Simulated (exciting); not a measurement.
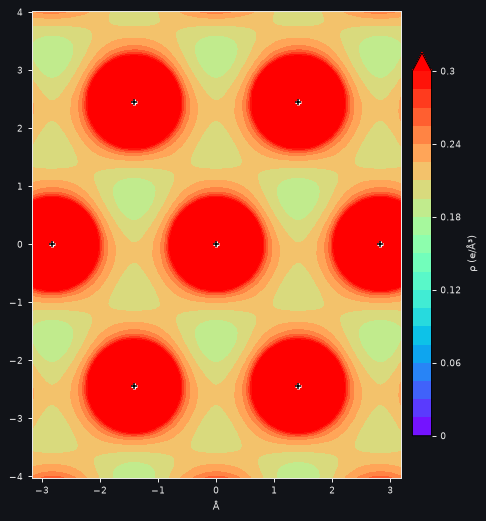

The electron density on a plane through atoms (crosses mark nuclei in the plane).

Level of theory: Kohn-Sham DFT of a periodic cell, PBEsol, all-electron LAPW+lo, shipped species files (exciting).

Candidates:
A. Al, a = 2.83 Å, b = 2.83 Å, c = 9.19 Å, α = 90.00°, β = 90.00°, γ = 120.00°. Space group P6₃/mmc; a structure from a database of computed crystals, not necessarily the ambient phase.
B. Bi, a = 3.24 Å, b = 3.22 Å, c = 6.44 Å, α = 90.00°, β = 90.72°, γ = 90.00°. Space group P2/m; a structure from a database of computed crystals, not necessarily the ambient phase.
C. Ti, a = 2.81 Å, b = 2.85 Å, c = 2.88 Å, α = 60.57°, β = 61.60°, γ = 60.85°. Space group P-1.

Question: Which system is this?

Answer: Candidate A: Al on the (001) plane of the conventional cell, which holds Al. Al–Al (2.83 Å): ρ at the midpoint is about 0.21 e/Å³.
